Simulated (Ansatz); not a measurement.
# Run report: Ru, geometry relaxation (part 1 of 2)

The run: geometry relaxation of Ru (4 atoms in the cell). Method and program: DFT LDA, scalar-relativistic, plane waves, PAW, no spin polarisation (Ansatz 0.2.0).

The structure derives from a Materials Project entry. It belongs to a series of runs on one base structure; here: film's bulk on the substrate's plane, third vector and atoms relaxed. Figures and captions count atoms from 1; the log counts them from 0 in places.

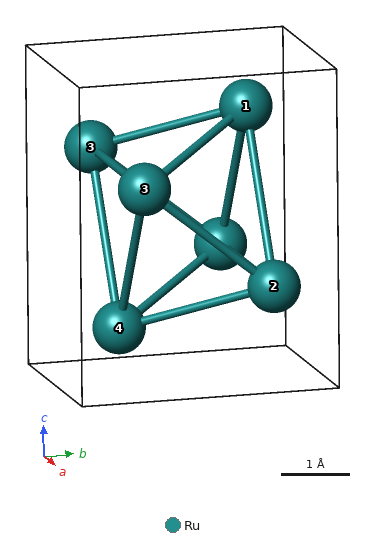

*The structure as given in the input (ball-and-stick view of the reduced cell, seen slightly off an axis; atoms are numbered from 1 in the order of the input).*

Results in brief:

- outcome: converged
- space group (tolerance 0.01 Å): Cmcm (63)
- electrons treated: 64
- free energy: −23032.7034 eV
- Fermi energy: 24.568 eV
- gap on the k-point mesh: none (metallic)
- pressure: 8.01 GPa
- final volume: 51.91 Å³
- largest force (length of the vector) at the end: under 0.001 eV/Å
- final cell: a = 3.962 Å, b = 5.603 Å, c = 2.726 Å, α = 59.06°, β = 90.00°, γ = 90.00°
- hardware: 4 threads of Intel Xeon @ 2.50GHz (Skylake/Cascade Lake), 192 GiB of memory available, shared host
- wall time: 42 s (CPU time 2.5 min)
- peak memory: 0.66 GiB

Input:
```yaml
crystal:
  lattice:
    - [3.9621891213, 0.0, 0.0]
    - [0.0, 5.603381592, 0.0]
    - [0.0, 1.400845398, 2.3406084134]
  atoms:
    - { symbol: Ru, position: [0.25, 0.1666666667, 0.3333333333] }
    - { symbol: Ru, position: [0.25, 0.6666666667, 0.3333333333] }
    - { symbol: Ru, position: [0.75, 0.3333333333, 0.6666666667] }
    - { symbol: Ru, position: [0.75, 0.8333333333, 0.6666666667] }
basis:
  ecutwfc: 420
kpoints:
  mp_grid: { grid: [9, 6, 15] }
hamiltonian:
  xc: lda
scf:
  occupations: { method: gaussian, width: 0.1 }
output:
  forces: true
  stress: true
  eigenvalues: true
relax:
  adjacent_minimum: "off"
  f_tol: 0.01
  max_steps: 50
  cell: { fix: [a, b, gamma], stress_tol: 0.1 }
```

Launch command:
```bash
ansatz run input.yaml --threads 4 --pin off --max-ram 8192MiB --backend cpu --events-out ev --progress --plain --runs-dir out
```

What the program printed:
```
Engine: ansatz 0.2.0, x86_64-unknown-linux-gnu
Pseudopotentials: kind: paw
Pseudopotential: Ru, paw, valence charge 16, recommended cutoff 420 eV (normal), Ru.paw.azcp
Functional definition: SPW92
  exchange = slater_x
  correlation = pw_c
Crystal: 4 atoms, lattice volume = 51.965 Å³
Basis set: ecut = 420 eV, 1013 PW (Γ)
Bands: 39, of which v1, the nominal top of the filled ones, is band 32 counted from 1 (31 counted from 0)
Symmetry: 8 space group operations
Space group: Cmcm (ITA 63), of the structure as read, at distance tolerance 3.7e-5 Å
k-points: 230 of 810
Non-local potential: Ru, projectors of the file, l = 0: 3, l = 1: 2, l = 2: 2, l = 3: 1
PAW form: soft (Blöchl's): semilocal exchange-correlation on the pseudo side does not see the compensation charge
PAW frozen core: Ru, regenerated for the run's functional, and the local potential with it (the file was generated under x = pbe(κ = 0.804, μ = 0.2195149727645171), c = pbe(β = 0.06672455060314922))
PAW one-centre angular grid: Ru, 590 points (default); XC on 64 Gauss nodes
Initial density: superposition of atomic densities (neutral atoms: chi_scale 0, normalization atom), corrected by the library's trained network
Initial wavefunctions: pseudopotential atomic-orbital guess
Functional: x = slater, c = lda
SCF iter   1: F=—  HF=-23032.707369 eV  |F-HF|=—  |Δ(HF+E_count)|=         —  Δρ=1.21e-2  dr2=3.42e-2  ethr=1.77e-3  ⟨swp⟩=5.4  Hψ=32462  notcnv=0
preconditioner: auto → Kerker (q_TF=auto, 2.825 Å⁻¹)  [metal: Δε(μ)=0.006 eV  Ē_g=5.656 eV  σ=0.100 eV  W_gap=0.03  n_scr=20 (ndim 8)  ℏωp=29.1 eV  f_vac=0.000  D(μ)=2.65/eV (n_scr^D=20)]
SCF iter   2: F=—  HF=-23032.702273 eV  |F-HF|=—  |Δ(HF+E_count)|=   5.10e-3  Δρ=6.26e-3  dr2=7.85e-3  ethr=5.34e-5  ⟨swp⟩=2.4  Hψ=15916  notcnv=0
SCF iter   3: F=—  HF=-23032.701169 eV  |F-HF|=—  |Δ(HF+E_count)|=   1.10e-3  Δρ=8.36e-4  dr2=1.65e-4  ethr=1.23e-5  ⟨swp⟩=2.0  Hψ=12431  notcnv=0
SCF iter   4: F=—  HF=-23032.701163 eV  |F-HF|=—  |Δ(HF+E_count)|=   5.48e-6  Δρ=1.14e-4  dr2=5.54e-6  ethr=2.58e-7  ⟨swp⟩=2.0  Hψ=12629  notcnv=0
SCF iter   5: F=—  HF=-23032.701158 eV  |F-HF|=—  |Δ(HF+E_count)|=   4.91e-6  Δρ=3.49e-5  dr2=5.68e-7  ethr=8.65e-9  ⟨swp⟩=2.0  Hψ=15459  notcnv=0
SCF iter   6: F=-23032.701158 eV  HF=-23032.701158 eV  |F-HF|=6.84e-10  |Δ(HF+E_count)|=   1.89e-7  Δρ=5.57e-6  dr2=1.01e-8  ethr=1.56e-10  ⟨swp⟩=7.4  Hψ=35718  notcnv=0
SCF 1 converged in 6 iterations: F = -23032.701158 eV  dr2 = 1.01e-8
  greatest PAW one-centre occupation: 0.999 electrons in one spin orbital (limit 2), on the Ru atom at site 3 (counted from 0), in its partial waves of l = 0
relax step   1: F+E_penalty+E_count = -23032.70115822 eV  Δ(F+E_penalty+E_count) = +0.000e0 eV  max|allowed force component| = 1.501e-1 eV/Å  Δτ_max = 0.0000 Å  P = +7.710 GPa  Ω = 51.965 Å³  fix = [a, b, gamma]  reactions: a +36.108, b -12.806 GPa  (6 SCF iters, dr2 threshold 1.00e-7 eV, accepted)
Crystal: 4 atoms, lattice volume = 51.845 Å³
Basis set: ecut = 420 eV, 1005 PW (Γ)
Initial density: handed on by an earlier stage of this run
Initial wavefunctions: those handed on with the density
iter 1 solved again at ethr=1.80e-6 eV; its pass at ethr=3.10e-3 eV (dr2=1.15e-3 eV) is discarded
SCF iter   1: F=—  HF=-23032.703540 eV  |F-HF|=—  |Δ(HF+E_count)|=         —  Δρ=2.00e-3  dr2=1.31e-3  ethr=1.80e-6  ⟨swp⟩=2.0  Hψ=37386  notcnv=0
preconditioner: auto → Kerker (q_TF=auto, 2.826 Å⁻¹)  [metal: Δε(μ)=0.003 eV  Ē_g=5.651 eV  σ=0.100 eV  W_gap=0.02  n_scr=20 (ndim 8)  ℏωp=29.2 eV  f_vac=0.000  D(μ)=2.60/eV (n_scr^D=20)]
SCF iter   2: F=—  HF=-23032.703209 eV  |F-HF|=—  |Δ(HF+E_count)|=   3.31e-4  Δρ=1.14e-3  dr2=4.30e-4  ethr=1.80e-6  ⟨swp⟩=1.0  Hψ=8970  notcnv=0
SCF iter   3: F=—  HF=-23032.703039 eV  |F-HF|=—  |Δ(HF+E_count)|=   1.69e-4  Δρ=1.62e-4  dr2=5.45e-6  ethr=6.71e-7  ⟨swp⟩=2.0  Hψ=12676  notcnv=0
SCF iter   4: F=—  HF=-23032.703037 eV  |F-HF|=—  |Δ(HF+E_count)|=   2.12e-6  Δρ=1.76e-5  dr2=5.21e-8  ethr=8.52e-9  ⟨swp⟩=2.0  Hψ=13301  notcnv=0
iter 5 did not close the SCF: its close was put off for the readings that it lacked (scf_convergence_deferred on its scf_iter line)
SCF iter   5: F=-23032.703037 eV  HF=-23032.703037 eV  |F-HF|=3.64e-11  |Δ(HF+E_count)|=   2.11e-8  Δρ=5.31e-6  dr2=5.26e-9  ethr=8.14e-11  ⟨swp⟩=2.0  Hψ=16363  notcnv=0
SCF iter   6: F=-23032.703037 eV  HF=-23032.703037 eV  |F-HF|=2.91e-11  |Δ(HF+E_count)|=  4.51e-10  Δρ=9.41e-7  dr2=2.31e-10  ethr=8.22e-12  ⟨swp⟩=1.0  Hψ=24256  notcnv=0
SCF 2 converged in 6 iterations: F = -23032.703037 eV  dr2 = 2.31e-10
relax step   2: F+E_penalty+E_count = -23032.70303727 eV  Δ(F+E_penalty+E_count) = -1.879e-3 eV  max|allowed force component| = 4.820e-2 eV/Å  Δτ_max = 0.0099 Å  P = +8.490 GPa  Ω = 51.845 Å³  energy of the carried Pulay correction = +2.196e-5 eV  fix = [a, b, gamma]  reactions: a +36.717, b -11.911 GPa  (6 SCF iters, dr2 threshold 4.00e-7 eV, accepted)
Crystal: 4 atoms, lattice volume = 51.924 Å³
iter 1 solved again at ethr=1.49e-7 eV; its pass at ethr=3.10e-3 eV (dr2=9.56e-5 eV) is discarded
SCF iter   1: F=—  HF=-23032.703455 eV  |F-HF|=—  |Δ(HF+E_count)|=         —  Δρ=5.35e-4  dr2=1.04e-4  ethr=1.49e-7  ⟨swp⟩=2.7  Hψ=37111  notcnv=0
preconditioner: auto → Kerker (q_TF=auto, 2.825 Å⁻¹)  [metal: Δε(μ)=0.003 eV  Ē_g=5.639 eV  σ=0.100 eV  W_gap=0.02  n_scr=20 (ndim 8)  ℏωp=29.2 eV  f_vac=0.000  D(μ)=2.59/eV (n_scr^D=20)]
SCF iter   2: F=—  HF=-23032.703429 eV  |F-HF|=—  |Δ(HF+E_count)|=   2.66e-5  Δρ=3.08e-4  dr2=3.43e-5  ethr=1.49e-7  ⟨swp⟩=1.0  Hψ=8970  notcnv=0
SCF iter   3: F=—  HF=-23032.703415 eV  |F-HF|=—  |Δ(HF+E_count)|=   1.37e-5  Δρ=4.46e-5  dr2=4.61e-7  ethr=5.37e-8  ⟨swp⟩=2.0  Hψ=12678  notcnv=0
iter 4 did not close the SCF: its close was put off for the readings that it lacked (scf_convergence_deferred on its scf_iter line)
SCF iter   4: F=-23032.703415 eV  HF=-23032.703415 eV  |F-HF|=1.39e-9  |Δ(HF+E_count)|=   1.21e-7  Δρ=5.69e-6  dr2=7.38e-9  ethr=7.20e-10  ⟨swp⟩=2.0  Hψ=13117  notcnv=0
iter 5 did not close the SCF: its close was put off for the readings that it lacked (scf_convergence_deferred on its scf_iter line)
SCF iter   5: F=-23032.703415 eV  HF=-23032.703415 eV  |F-HF|=2.18e-11  |Δ(HF+E_count)|=  7.13e-10  Δρ=1.84e-6  dr2=6.39e-10  ethr=1.15e-11  ⟨swp⟩=2.0  Hψ=16372  notcnv=0
SCF iter   6: F=-23032.703415 eV  HF=-23032.703415 eV  |F-HF|=1.46e-11  |Δ(HF+E_count)|=  7.28e-11  Δρ=3.54e-7  dr2=4.43e-11  ethr=1.00e-12  ⟨swp⟩=1.0  Hψ=23806  notcnv=0
SCF 3 converged in 6 iterations: F = -23032.703415 eV  dr2 = 4.43e-11
relax step   3: F+E_penalty+E_count = -23032.70341490 eV  Δ(F+E_penalty+E_count) = -3.776e-4 eV  max|allowed force component| = 1.878e-3 eV/Å  Δτ_max = 0.0025 Å  P = +7.942 GPa  Ω = 51.924 Å³  energy of the carried Pulay correction = +7.527e-6 eV  fix = [a, b, gamma]  reactions: a +36.255, b -12.328 GPa  (6 SCF iters, dr2 threshold 4.00e-7 eV, accepted)
Crystal: 4 atoms, lattice volume = 51.914 Å³
Basis set: ecut = 420 eV, 1009 PW (Γ)
iter 1 solved again at ethr=6.35e-10 eV; its pass at ethr=3.10e-3 eV (dr2=4.07e-7 eV) is discarded
SCF iter   1: F=—  HF=-23032.703420 eV  |F-HF|=—  |Δ(HF+E_count)|=         —  Δρ=2.66e-5  dr2=1.62e-7  ethr=6.35e-10  ⟨swp⟩=3.0  Hψ=40404  notcnv=0
preconditioner: auto → Kerker (q_TF=auto, 2.825 Å⁻¹)  [metal: Δε(μ)=0.003 eV  Ē_g=5.641 eV  σ=0.100 eV  W_gap=0.02  n_scr=20 (ndim 8)  ℏωp=29.2 eV  f_vac=0.000  D(μ)=2.59/eV (n_scr^D=20)]
SCF iter   2: F=—  HF=-23032.703420 eV  |F-HF|=—  |Δ(HF+E_count)|=   2.79e-8  Δρ=1.53e-5  dr2=5.39e-8  ethr=2.54e-10  ⟨swp⟩=1.0  Hψ=8970  notcnv=0
iter 3 did not close the SCF: its close was put off for the readings that it lacked (scf_convergence_deferred on its scf_iter line)
SCF iter   3: F=-23032.703420 eV  HF=-23032.703420 eV  |F-HF|=3.57e-10  |Δ(HF+E_count)|=   1.11e-8  Δρ=1.74e-6  dr2=9.23e-10  ethr=8.42e-11  ⟨swp⟩=2.1  Hψ=11859  notcnv=0
iter 4 did not close the SCF: its close was put off for the readings that it lacked (scf_convergence_deferred on its scf_iter line)
SCF iter   4: F=-23032.703420 eV  HF=-23032.703420 eV  |F-HF|=3.64e-12  |Δ(HF+E_count)|=  2.18e-10  Δρ=3.01e-7  dr2=2.52e-11  ethr=1.44e-12  ⟨swp⟩=2.3  Hψ=13734  notcnv=0
iter 5 did not close the SCF: its close was put off for the readings that it lacked (scf_convergence_deferred on its scf_iter line)
SCF iter   5: F=-23032.703420 eV  HF=-23032.703420 eV  |F-HF|=0.00e0  |Δ(HF+E_count)|=    0.00e0  Δρ=5.85e-8  dr2=1.38e-12  ethr=1.00e-12  ⟨swp⟩=1.0  Hψ=8970  notcnv=0
iter 6 did not close the SCF: its close was put off for the readings that it lacked (scf_convergence_deferred on its scf_iter line)
SCF iter   6: F=-23032.703420 eV  HF=-23032.703420 eV  |F-HF|=7.28e-12  |Δ(HF+E_count)|=  7.28e-12  Δρ=1.59e-8  dr2=7.36e-14  ethr=1.00e-12  ⟨swp⟩=1.0  Hψ=8970  notcnv=0
SCF iter   7: F=-23032.703420 eV  HF=-23032.703420 eV  |F-HF|=1.09e-11  |Δ(HF+E_count)|=  1.09e-11  Δρ=4.24e-9  dr2=5.00e-15  ethr=1.00e-12  ⟨swp⟩=1.0  Hψ=18860  notcnv=0
SCF 4 converged in 7 iterations: F = -23032.703420 eV  dr2 = 5.00e-15
relax step   4: F+E_penalty+E_count = -23032.70341951 eV  Δ(F+E_penalty+E_count) = -4.605e-6 eV  max|allowed force component| = 4.493e-4 eV/Å  Δτ_max = 0.0001 Å  P = +8.012 GPa  Ω = 51.914 Å³  energy of the carried Pulay correction = +9.322e-6 eV  fix = [a, b, gamma]  reactions: a +36.315, b -12.294 GPa  (7 SCF iters, dr2 threshold 2.54e-8 eV, accepted)
Initial wavefunctions: pseudopotential atomic-orbital guess (no wavefunctions were taken with the density)
iter 1 solved again at ethr=3.37e-8 eV; its pass at ethr=3.10e-3 eV (dr2=2.16e-5 eV) is discarded
SCF iter   1: F=—  HF=-23032.703409 eV  |F-HF|=—  |Δ(HF+E_count)|=         —  Δρ=1.07e-6  dr2=1.62e-10  ethr=3.37e-8  ⟨swp⟩=3.5  Hψ=56540  notcnv=0
eigensolver tolerance schedule: the retry pair's looser diagonalisation over-reported the residual by 133256.86 of it (diagonalisation noise at an unbounded share of the residual, at the tolerance the schedule requests for it); recorded, not acted on — ethr = c·dr2/N_el stays at c = 1.0e-1
preconditioner: auto → Kerker (q_TF=auto, 2.825 Å⁻¹)  [metal: Δε(μ)=0.003 eV  Ē_g=5.641 eV  σ=0.100 eV  W_gap=0.01  n_scr=20 (ndim 8)  ℏωp=29.2 eV  f_vac=0.000  D(μ)=2.59/eV (n_scr^D=20)]
SCF iter   2: F=—  HF=-23032.703409 eV  |F-HF|=—  |Δ(HF+E_count)|=   4.49e-8  Δρ=5.76e-7  dr2=3.54e-11  ethr=1.00e-12  ⟨swp⟩=3.4  Hψ=23577  notcnv=0
iter 3 did not close the SCF: its close was put off for the readings that it lacked (scf_convergence_deferred on its scf_iter line)
SCF iter   3: F=-23032.703409 eV  HF=-23032.703409 eV  |F-HF|=1.09e-11  |Δ(HF+E_count)|=  1.09e-11  Δρ=3.37e-7  dr2=1.18e-11  ethr=1.00e-12  ⟨swp⟩=1.0  Hψ=8970  notcnv=0
iter 4 did not close the SCF: its close was put off for the readings that it lacked (scf_convergence_deferred on its scf_iter line)
SCF iter   4: F=-23032.703409 eV  HF=-23032.703409 eV  |F-HF|=7.28e-12  |Δ(HF+E_count)|=  1.09e-11  Δρ=1.56e-8  dr2=5.90e-14  ethr=1.00e-12  ⟨swp⟩=1.0  Hψ=8970  notcnv=0
iter 5 did not close the SCF: its close was put off for the readings that it lacked (scf_convergence_deferred on its scf_iter line)
SCF iter   5: F=-23032.703409 eV  HF=-23032.703409 eV  |F-HF|=3.64e-12  |Δ(HF+E_count)|=  3.64e-12  Δρ=4.23e-9  dr2=9.48e-15  ethr=1.00e-12  ⟨swp⟩=1.0  Hψ=8970  notcnv=0
iter 6 did not close the SCF: its close was put off for the readings that it lacked (scf_convergence_deferred on its scf_iter line)
SCF iter   6: F=-23032.703409 eV  HF=-23032.703409 eV  |F-HF|=7.28e-12  |Δ(HF+E_count)|=  3.64e-12  Δρ=1.50e-9  dr2=6.73e-16  ethr=1.00e-12  ⟨swp⟩=1.0  Hψ=8970  notcnv=0
SCF iter   7: F=-23032.703409 eV  HF=-23032.703409 eV  |F-HF|=7.28e-12  |Δ(HF+E_count)|=  3.64e-12  Δρ=8.53e-10  dr2=3.14e-16  ethr=1.00e-12  ⟨swp⟩=1.1  Hψ=18877  notcnv=0
SCF 5 converged in 7 iterations: F = -23032.703409 eV  dr2 = 3.14e-16
relax step   5: F+E_penalty+E_count = -23032.70340920 eV  Δ(F+E_penalty+E_count) = +1.030e-5 eV  max|allowed force component| = 4.501e-4 eV/Å  Δτ_max = 0.0000 Å  P = +8.012 GPa  Ω = 51.914 Å³  fix = [a, b, gamma]  reactions: a +36.314, b -12.295 GPa  stress off target by 1.65e-2 GPa on what of the cell is left free  SCF on the basis re-selected at this cell (its energy is not comparable with the rows above)  (7 SCF iters)
```
